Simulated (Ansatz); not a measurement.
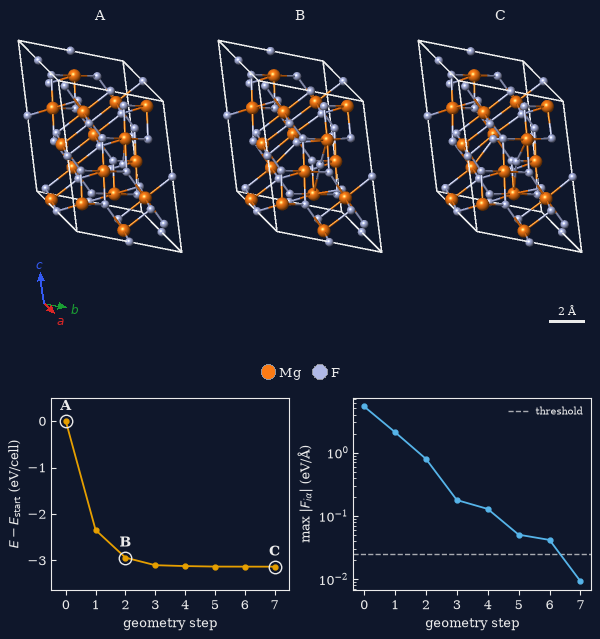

Frames of a relaxation of a defect cell of composition Mg₁₆F₃₃, marked on the history of the run. A ball-and-stick model of the cell of the calculation (origin shifted), seen slightly off an axis.

Case: F interstitial, charge +0, atoms relaxed at the host's cell.

Theory: Ansatz, DFT PBE, scalar-relativistic, plane waves, PAW. (plane-wave cutoff 420 eV; k-point mesh 2 × 2 × 2; occupations gaussian; smearing width 0.01 eV; mesh shifted by (0.5, 0.5, 0.5); collinear spin; atoms relaxed in a fixed cell; force threshold 0.025 eV/Å; at most 45 steps)

Question: What happens along the run?

Answer: An F atom moves most: 0.60 Å along [−1 −3 2]. Largest moves by element: F 0.60 Å, Mg 0.13 Å. The cell doesn't change. Some distances before and after: F–Mg 2.017 → 2.300 Å, F–Mg 2.835 → 2.623 Å, F–Mg 1.903 → 2.113 Å, F–Mg 2.024 → 2.085 Å. Bond angles that change, for instance: F–Mg–F 90.0° → 107.7°, F–Mg–F 180.0° → 163.6°, F–Mg–F 90.0° → 75.0°. The energy falls by 3.134 eV per cell of the calculation in 7 geometry steps. Largest force component: 5.4 eV/Å at the start, 0.0093 eV/Å at the end. The run took 8.5 min on 4 threads of AMD EPYC 7R43 64-Core Processor (Zen 3) (shared host), peak memory 3 GiB. From step 0 to 2: an F atom moves most (0.33 Å), energy −2.939 eV per cell of the calculation. From step 2 to 7: an F atom moves most (0.31 Å), energy −0.195 eV per cell of the calculation.

```json
{"step": "0", "E − E(0), meV/atom": "0.00", "largest force component, eV/Å": "5.3688"}
{"step": "1", "E − E(0), meV/atom": "-47.85", "largest force component, eV/Å": "2.1111"}
{"step": "2", "E − E(0), meV/atom": "-59.98", "largest force component, eV/Å": "0.7991"}
{"step": "3", "E − E(0), meV/atom": "-63.32", "largest force component, eV/Å": "0.1786"}
{"step": "4", "E − E(0), meV/atom": "-63.70", "largest force component, eV/Å": "0.1292"}
{"step": "5", "E − E(0), meV/atom": "-63.92", "largest force component, eV/Å": "0.0507"}
{"step": "6", "E − E(0), meV/atom": "-63.95", "largest force component, eV/Å": "0.0419"}
{"step": "7", "E − E(0), meV/atom": "-63.96", "largest force component, eV/Å": "0.0093"}
```
